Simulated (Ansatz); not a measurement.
**MoS₂: density, localisation and related maps**

Input file:

```
crystal:
  lattice:
    - [3.1850687718, 0.0, 0.0]
    - [-1.5925343859, 2.7583504691, 0.0]
    - [1.1846402519, 0.0, 14.8080031482]
  atoms:
    - { symbol: Mo, position: [0.6670720345, 0.3341440689, 0.25] }
    - { symbol: Mo, position: [0.3329279655, 0.6658559311, 0.75] }
    - { symbol: S, position: [0.6956334366, 0.3325388257, 0.6444798983] }
    - { symbol: S, position: [0.3043665634, 0.6674611743, 0.3555201017] }
    - { symbol: S, position: [0.6369053891, 0.3325388257, 0.8555201017] }
    - { symbol: S, position: [0.3630946109, 0.6674611743, 0.1444798983] }
basis:
  ecutwfc: 420
kpoints:
  mp_grid: { grid: [12, 12, 2] }
hamiltonian:
  xc: pbe
scf:
  occupations: { method: gaussian, width: 0.02 }
output:
  forces: true
  stress: true
  eigenvalues: true
  write_density: true
  write_potential: true
  elf: true
  volumetric_format: npy
relax:
  adjacent_minimum: "off"
  f_tol: 0.008
  max_steps: 40
```

Launched as:

```sh
ansatz run input.yaml --threads 1 --pin off --max-ram 2560MiB --backend cpu --events-out ev --progress --plain --runs-dir out
```

Below, planes, directions and counts refer to the conventional cell (a = 3.19 Å, b = 5.52 Å, c = 14.86 Å, α = 90.00°, β = 94.57°, γ = 90.00°).

The fields are those of the relaxed geometry.

Space group C2/c; a structure from a database of computed crystals, not necessarily the ambient phase; computed without spin polarisation.

Level of theory: DFT PBE, scalar-relativistic, plane waves, PAW (Ansatz 0.2.0).

In a PAW calculation such maps are meaningful between the atoms, not at the nuclei.

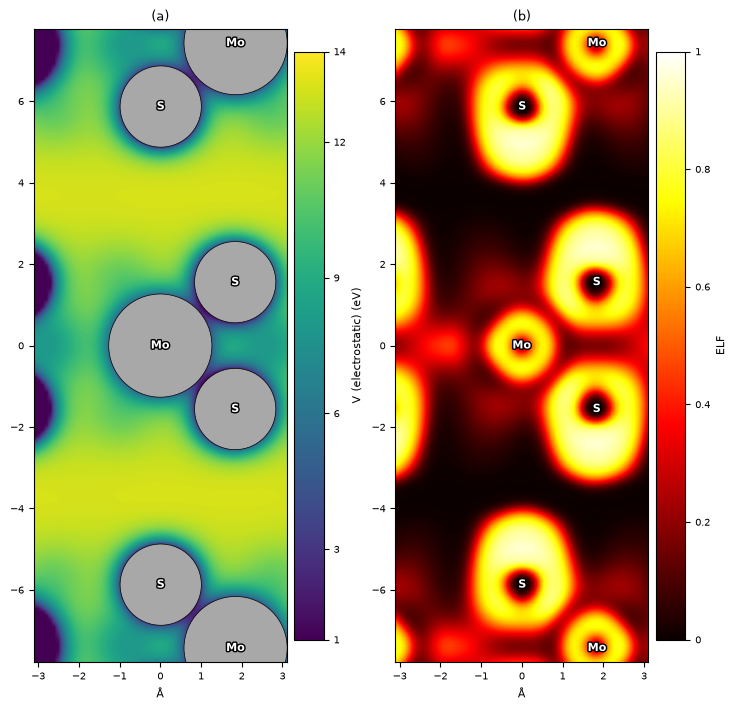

Figure 1. (a) electrostatic potential (local pseudopotential plus Hartree) felt by an electron; (b) ELF on the (100) plane of the conventional cell. Grey discs cover the atomic cores in the potential map.

> What does the map show?

The plane passes through Mo and S nuclei.
Mo–S (2.41 Å): the ELF peaks at about 0.85 in the valence shell of S, 0.8 Å from its nucleus, and is about 0.45 at the midpoint.
The features right at Mo lie inside the PAW spheres, where the map follows smoothed inner orbitals and isn't to be read closely.
Outside the cores the potential energy rises away from the atoms and is highest about 2.2 Å from the nearest atoms; its zero is arbitrary.

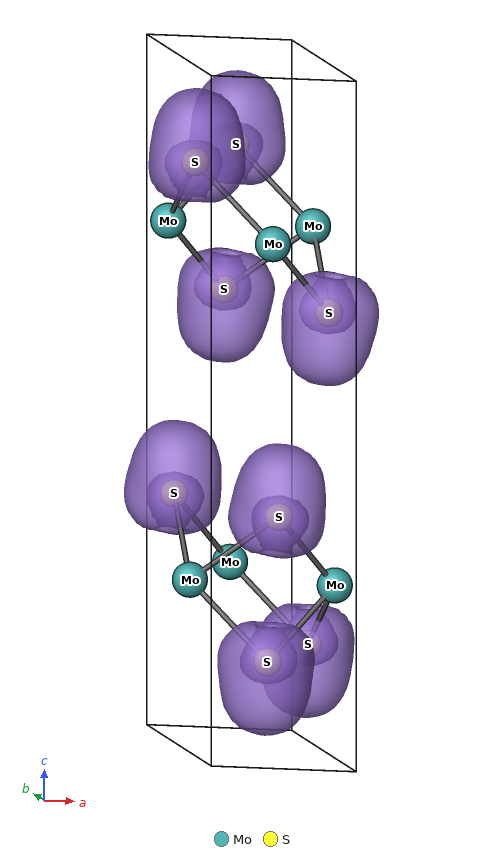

Figure 2. Isosurface of the ELF at 0.75 (purple), seen slightly off an axis. Only the valence region is drawn (cores and ρ < 0.01 e/Å³ removed). Sticks mark near contacts.

> Identify the bonds, lone pairs and shells in this picture.

The surface consists of eight regions wrapped around S (the valence shell of each), counted in one cell of 12 atoms. Regions shared between cells count once.

> Metal or insulator at this level of theory?

It is gapped, with a Kohn–Sham gap of 1.4 eV on the k-point mesh, an upper bound to the gap of this method.
